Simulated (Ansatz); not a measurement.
# Ti: single-point calculation (part 1 of 2)

The run: single-point calculation of Ti (slab, 16 atoms in the cell). Method and program: DFT PBE, scalar-relativistic, plane waves, PAW, PAW set soft_1, no spin polarisation (Ansatz 0.2.0).

The structure derives from an entry of the Crystallography Open Database. Figures and captions count atoms from 1; the log counts them from 0 in places.

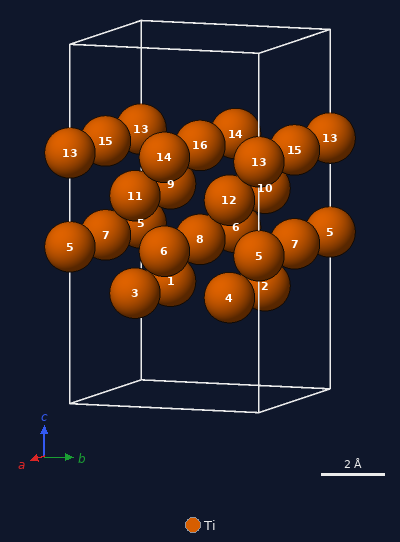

Figure 1. The input geometry (spheres-only view of the cell of the calculation, with the vacuum cut short, seen slightly off an axis; atoms are numbered from 1 in the order of the input). An atom can appear more than once, as a periodic image.

## Results in brief

| quantity | value |
| --- | --- |
| outcome | converged |
| electrons treated | 192 |
| free energy | −39984.7464 eV |
| work function, top face | 3.25 eV |
| work function, bottom face | 3.24 eV |
| Fermi energy | 2.176 eV |
| gap on the k-point mesh | none (metallic) |
| work function (upper face) | 3.25 eV |
| largest force (length of the vector) | 0.571 eV/Å |
| hardware | 4 threads of Arm Neoverse V1, 24 GiB of memory available, shared host |
| wall time | 37 s (CPU time 2.3 min) |
| peak memory | 2 GiB |

The program warns: the exchange-correlation potential is rough where the density is thin.

## Input file
```yaml
crystal:
  lattice:
    - [6.5106718526, 0.0, 0.0]
    - [0.0, 6.5106718526, 0.0]
    - [0.0, 0.0, 20.1793673972]
  atoms:
    - { symbol: Ti, position: [0.25, 0.25, 0.1982222694] }
    - { symbol: Ti, position: [0.25, 0.75, 0.1982222694] }
    - { symbol: Ti, position: [0.75, 0.25, 0.1982222694] }
    - { symbol: Ti, position: [0.75, 0.75, 0.1982222694] }
    - { symbol: Ti, position: [0.0, 0.0, 0.2788822788] }
    - { symbol: Ti, position: [0.0, 0.5, 0.2788822788] }
    - { symbol: Ti, position: [0.5, 0.0, 0.2788822788] }
    - { symbol: Ti, position: [0.5, 0.5, 0.2788822788] }
    - { symbol: Ti, position: [0.25, 0.25, 0.3551865244] }
    - { symbol: Ti, position: [0.25, 0.75, 0.3551865244] }
    - { symbol: Ti, position: [0.75, 0.25, 0.3551865244] }
    - { symbol: Ti, position: [0.75, 0.75, 0.3551865244] }
    - { symbol: Ti, position: [0.0, 0.0, 0.4301109755] }
    - { symbol: Ti, position: [0.0, 0.5, 0.4301109755] }
    - { symbol: Ti, position: [0.5, 0.0, 0.4301109755] }
    - { symbol: Ti, position: [0.5, 0.5, 0.4301109755] }
basis:
  ecutwfc: 420
kpoints:
  mp_grid: { grid: [4, 4, 1] }
hamiltonian:
  xc: pbe
  pseudopotentials: { kind: paw, azcp: { folder: soft_1 } }
scf:
  occupations: { method: gaussian, width: 0.1 }
output:
  forces: true
  eigenvalues: true
  write_density: true
  write_potential: true
  elf: true
  volumetric_format: npy
efield:
  axis: 3
  dipole_correction: true
  ramp_width: 0.04
```

Launch command:
```bash
ansatz run input.yaml --threads 4 --pin off --max-ram 12288MiB --backend cpu --events-out ev --progress --plain --runs-dir out
```

## What the program printed
```
Engine: ansatz 0.2.0, aarch64-unknown-linux-gnu
Pseudopotentials: kind: paw
Pseudopotential: Ti, paw, valence charge 12, recommended cutoff 420 eV (normal), [file]
Functional definition: PBE
  parameter kappa = 0.804
  parameter beta = 0.06672455060314922
  exchange = pbe_x(kappa = kappa, mu = beta*pi^2/3)
  correlation = pbe_c(beta = beta)
Crystal: 16 atoms, lattice volume = 855.380 Å³
Basis set: ecut = 420 eV, 16687 PW (Γ), exchange–correlation on 90×90×270 points (8 copies of the dense FFT grid, shifted against one another)
Bands: 116, of which v1, the nominal top of the filled ones, is band 96 counted from 1 (95 counted from 0)
Symmetry: 32 space group operations
Space group: P4mm (ITA 99), of the structure as read, at distance tolerance 9.5e-5 Å
k-points: 6 of 16
Non-local potential: Ti, projectors of the file, l = 0: 3, l = 1: 2, l = 2: 3, l = 3: 1
PAW form: soft (Blöchl's): semilocal exchange-correlation on the pseudo side does not see the compensation charge
PAW one-centre angular grid: Ti, 590 points (default); XC on 64 Gauss nodes
Initial density: superposition of atomic densities (neutral atoms: chi_scale 0, normalization atom)
Initial wavefunctions: pseudopotential atomic-orbital guess
Functional: x = pbe(κ = 0.804, μ = 0.2195149727645171), c = pbe(β = 0.06672455060314922)
SCF iter   1: F=—  HF=-40009.513355 eV  |F-HF|=—  |Δ(HF+E_count)|=         —  Δρ=6.96e-2  dr2=2.85e2  ethr=3.10e-3  p=0.000 e·Å  D=4.58e-8 V/Å  ΔV_dip=-0.00 eV  dr2_dipole=2.08e0  V_vac-E_F(+/−)=8.19/8.19 eV  ⟨swp⟩=8.7  Hψ=3069  notcnv=0
efield: sawtooth ramp at fractional position 0.7942 (placed from the atoms, in the widest stretch of the axis that holds none; the zero of the levels goes with the place), width 0.0400; the density the first Hamiltonian is built on has a dipole p = 0.000 e·Å; the dipole correction subtracts the counter field D = 4.58e-8 V/Å, which shifts the + side's vacuum level by -0.00 eV against the − side's; the planar-averaged density in the ramp window peaks in size at 9.6e-8 e/Å³
preconditioner: auto → LDOS  [metal: Δε(μ)=0.054 eV  Ē_g=2.908 eV  σ=0.100 eV  W_gap=0.29  n_scr=128 (ndim 8)  ℏωp=10.2 eV  f_vac=0.554  D(μ)=20.09/eV (n_scr^D=112)  β→1.0]
SCF iter   2: F=—  HF=-40009.097529 eV  |F-HF|=—  |Δ(HF+E_count)|=   4.16e-1  Δρ=1.06e-1  dr2=5.50e2  ethr=3.10e-3  p=-0.258 e·Å  D=-5.45e-2 V/Å  ΔV_dip=1.10 eV  dr2_dipole=2.84e0  V_vac-E_F(+/−)=1.35/0.25 eV  ⟨swp⟩=10.3  Hψ=4227  notcnv=0  defer=43
SCF iter   3: F=—  HF=-39985.960623 eV  |F-HF|=—  |Δ(HF+E_count)|=    2.31e1  Δρ=3.42e-2  dr2=4.47e1  ethr=3.10e-3  p=-0.144 e·Å  D=-3.05e-2 V/Å  ΔV_dip=0.62 eV  dr2_dipole=8.39e-1  V_vac-E_F(+/−)=3.59/2.98 eV  ⟨swp⟩=6.5  Hψ=2149  notcnv=0  defer=30
SCF iter   4: F=—  HF=-39985.104180 eV  |F-HF|=—  |Δ(HF+E_count)|=   8.56e-1  Δρ=1.05e-2  dr2=7.41e0  ethr=3.10e-3  p=-0.034 e·Å  D=-7.18e-3 V/Å  ΔV_dip=0.14 eV  dr2_dipole=2.69e-1  V_vac-E_F(+/−)=4.32/4.18 eV  ⟨swp⟩=5.7  Hψ=1525  notcnv=0  defer=22
SCF iter   5: F=—  HF=-39984.737231 eV  |F-HF|=—  |Δ(HF+E_count)|=   3.67e-1  Δρ=3.72e-3  dr2=1.93e-1  ethr=3.10e-3  p=-0.037 e·Å  D=-7.73e-3 V/Å  ΔV_dip=0.16 eV  dr2_dipole=2.46e-2  V_vac-E_F(+/−)=3.60/3.44 eV  ⟨swp⟩=3.7  Hψ=968  notcnv=0  defer=27
SCF iter   6: F=—  HF=-39984.750459 eV  |F-HF|=—  |Δ(HF+E_count)|=   1.32e-2  Δρ=1.97e-3  dr2=1.45e-1  ethr=1.00e-4  p=-0.018 e·Å  D=-3.77e-3 V/Å  ΔV_dip=0.08 eV  dr2_dipole=1.85e-2  V_vac-E_F(+/−)=3.49/3.41 eV  ⟨swp⟩=3.7  Hψ=1202  notcnv=0  defer=26
SCF iter   7: F=—  HF=-39984.748757 eV  |F-HF|=—  |Δ(HF+E_count)|=   1.70e-3  Δρ=6.99e-4  dr2=1.82e-2  ethr=7.54e-5  p=-0.007 e·Å  D=-1.57e-3 V/Å  ΔV_dip=0.03 eV  dr2_dipole=1.79e-3  V_vac-E_F(+/−)=3.43/3.39 eV  ⟨swp⟩=2.0  Hψ=701  notcnv=0  defer=26
SCF iter   8: F=—  HF=-39984.746674 eV  |F-HF|=—  |Δ(HF+E_count)|=   2.08e-3  Δρ=3.78e-4  dr2=6.38e-3  ethr=9.49e-6  p=-0.004 e·Å  D=-7.95e-4 V/Å  ΔV_dip=0.02 eV  dr2_dipole=1.10e-3  V_vac-E_F(+/−)=3.35/3.33 eV  ⟨swp⟩=2.0  Hψ=858  notcnv=0  defer=26
SCF iter   9: F=—  HF=-39984.746371 eV  |F-HF|=—  |Δ(HF+E_count)|=   3.03e-4  Δρ=3.13e-4  dr2=4.79e-3  ethr=3.32e-6  p=-0.001 e·Å  D=-2.88e-4 V/Å  ΔV_dip=0.01 eV  dr2_dipole=3.56e-5  V_vac-E_F(+/−)=3.25/3.25 eV  ⟨swp⟩=2.8  Hψ=876  notcnv=0  defer=26
SCF iter  10: F=—  HF=-39984.746257 eV  |F-HF|=—  |Δ(HF+E_count)|=   1.14e-4  Δρ=8.47e-5  dr2=3.55e-4  ethr=2.50e-6  p=-0.001 e·Å  D=-3.12e-4 V/Å  ΔV_dip=0.01 eV  dr2_dipole=5.05e-5  V_vac-E_F(+/−)=3.25/3.24 eV  ⟨swp⟩=1.7  Hψ=715  notcnv=0  defer=26
SCF iter  11: F=—  HF=-39984.746197 eV  |F-HF|=—  |Δ(HF+E_count)|=   5.99e-5  Δρ=1.81e-5  dr2=7.41e-6  ethr=1.85e-7  p=-0.002 e·Å  D=-4.51e-4 V/Å  ΔV_dip=0.01 eV  dr2_dipole=1.23e-6  V_vac-E_F(+/−)=3.26/3.25 eV  ⟨swp⟩=2.8  Hψ=1039  notcnv=0  defer=25
SCF iter  12: F=—  HF=-39984.746387 eV  |F-HF|=—  |Δ(HF+E_count)|=   1.91e-4  Δρ=7.43e-6  dr2=6.65e-7  ethr=3.86e-9  p=-0.002 e·Å  D=-4.79e-4 V/Å  ΔV_dip=0.01 eV  dr2_dipole=1.02e-8  V_vac-E_F(+/−)=3.25/3.24 eV  ⟨swp⟩=3.5  Hψ=1194  notcnv=0  defer=25
SCF iter  13: F=—  HF=-39984.746388 eV  |F-HF|=—  |Δ(HF+E_count)|=   1.72e-7  Δρ=2.58e-6  dr2=1.00e-7  ethr=5.21e-11  p=-0.002 e·Å  D=-4.84e-4 V/Å  ΔV_dip=0.01 eV  dr2_dipole=1.32e-11  V_vac-E_F(+/−)=3.25/3.24 eV  ⟨swp⟩=27.0  Hψ=6821  notcnv=0
SCF iter  14: F=-39984.746388 eV  HF=-39984.746388 eV  |F-HF|=1.04e-9  |Δ(HF+E_count)|=   3.28e-8  Δρ=7.32e-7  dr2=9.31e-9  ethr=5.21e-11  p=-0.002 e·Å  D=-4.84e-4 V/Å  ΔV_dip=0.01 eV  dr2_dipole=9.10e-10  V_vac-E_F(+/−)=3.25/3.24 eV  ⟨swp⟩=10.5  Hψ=4143  notcnv=0
SCF 1 converged in 14 iterations: F = -39984.746388 eV  dr2 = 9.31e-9
  greatest PAW one-centre occupation: 0.999 electrons in one spin orbital (limit 2), on the Ti atom at site 3 (counted from 0), in its partial waves of l = 0
```

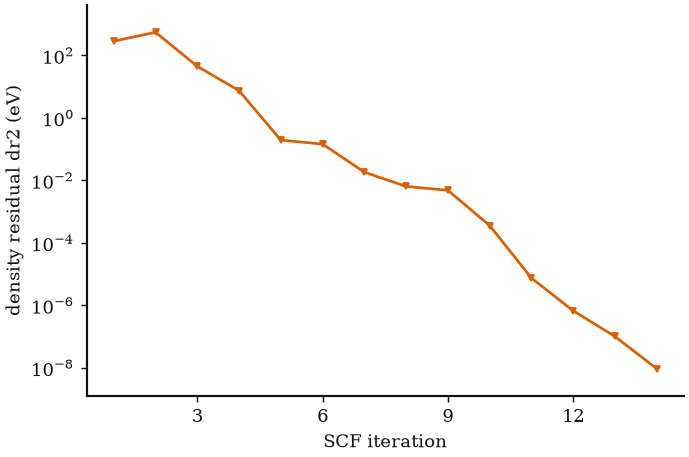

Figure 2. Convergence of the self-consistent field: density residual dr2 against the SCF iteration. The residual falls almost steadily, with no more than small rises.

```
WARN: The output density's exchange-correlation potential varies sharply where the density is thin. Do not read a vacuum level from v_tot or v_xc, or from such a field of the output density. On a cell that repeats whose density bears no net charge and no dipole along the vacuum's axis use v_es (v_loc + v_h of the components); under efield.dipole_correction with no amplitude use v_es + v_field, which holds any external_charges[].barrier, or the levels of the report's work_function block, which leave it out; under a non-zero efield.amplitude the vacuum is tilted and has no level; on a cell that repeats and bears such a dipole with no correction it is tilted too, and efield.dipole_correction with no amplitude gives each side of its ramp a level where efield: is served; in a cell that repeats whose density bears a net charge (total_charge, or a fill off its count) it is curved and has none; of a slab under crystal.periodic whose density bears no net charge use v_es, which has a level on each side, short of where the two are joined; of another it falls or rises all the way out and has none; of a slab beside external_charges read slab_vacuum_level instead, which it has where they leave it neutral. The grid or the basis barely resolves most such structure, and the values can differ between equally converged runs; as a rule a tighter scf.convergence.dr2_threshold does not remove it. Where the density itself ripples (under the LDA too) a higher basis.ecutwfc lessens it. The files hold the spikes' plane waves up to the density's cutoff. Files: v_tot_of_output_density and the like, and their columns of v_z.tsv (output.write_potential); v_xc_of_output_density and the like, and their columns of v_comp_z.tsv (output.write_potential_components). Measured: with its Gaussian average of σ = 0.25 Å subtracted twice, the exchange-correlation potential is over 0.1 eV at 168 of the grid points where the equally averaged density (valence and model cores) is under 1e-3 e/Å³, and 0.163 eV at the most among them, at an averaged density of 4.5e-8 e/Å³. See output.write_potential in the manual, Limitations
SCF converged after 14 iterations
Free energy (F): -39984.746388 eV
Harris-Foulkes:  -39984.746388 eV  (|F-HF|=1.04e-9)
Internal energy: -39984.591875 eV  (E = F + TS)
E sigma→0 (E₀):  -39984.669131 eV
Entropy (-TS):   -0.154513 eV (-9.657 meV/atom)
Fermi energy:    2.175613 eV
Dipole field:    D = -0.000503 V/Å  (p = -0.002379 e·Å, saw-weighted, corrected)
Work function:   Φ+ = 3.2544 eV   Φ− = 3.2442 eV
Levels:          The Fermi level and band energies are counted from a zero that moves with the ramp; work functions are not
--- Per-component energies (eV) ---
  E_band       = -4631.268364
  E_kinetic    = 4486.778941
  E_local      = -141889.129111  (includes V_loc(G=0)·N_el)
  E_nonlocal   = 976.023420
  E_hartree    = 68445.638045
  E_xc         = -1844.660641
  E_vxc        = -2308.360962  (∫ρ·V_xc dr)
  E_paw        = -16678.199133  (= ΣΔE_a)
  E_vpaw       = -2787.846372  (= ΣTr[D̂ρ^β])
  E_aug_tail   = -0.001218  (compensation charges beyond the density's cutoff)
  E_efield     = 0.000001  (sawtooth field / dipole correction)
  E_vefield    = 0.002798  (∫n·V_field dr)
  E_ewald      = 46518.957822
  E_smearing   = -0.154513  (= −TS)
  E_closure    = -0.000000  (closes the sum)
  Σ components = -39984.746388   (vs F -39984.746388, Δ=0.00e0)
--- Forces (eV/Å), atoms counted from 1 ---
  atom   1  Ti    -0.00000000    -0.00000000     0.57053717
  atom   2  Ti    -0.00000000    -0.00000000     0.57053717
  atom   3  Ti    -0.00000000    -0.00000000     0.57053717
  atom   4  Ti    -0.00000000    -0.00000000     0.57053717
  atom   5  Ti    -0.00000000     0.00000000    -0.53118477
  atom   6  Ti    -0.00000000     0.00000000    -0.53118477
  atom   7  Ti    -0.00000000    -0.00000000    -0.53118477
  atom   8  Ti    -0.00000000     0.00000000    -0.53118477
  atom   9  Ti    -0.00000000    -0.00000000     0.02822306
  atom  10  Ti     0.00000000    -0.00000000     0.02822306
  atom  11  Ti    -0.00000000     0.00000000     0.02822306
  atom  12  Ti    -0.00000000     0.00000000     0.02822306
  atom  13  Ti     0.00000000     0.00000000    -0.06755843
  atom  14  Ti    -0.00000000     0.00000000    -0.06755843
  atom  15  Ti    -0.00000000     0.00000000    -0.06755843
  atom  16  Ti    -0.00000000     0.00000000    -0.06755843
  max |Σ_I F_I| component: 6.81e-5 eV/Å
--- Band table (eV; the first three rows and the last of 6) ---
```
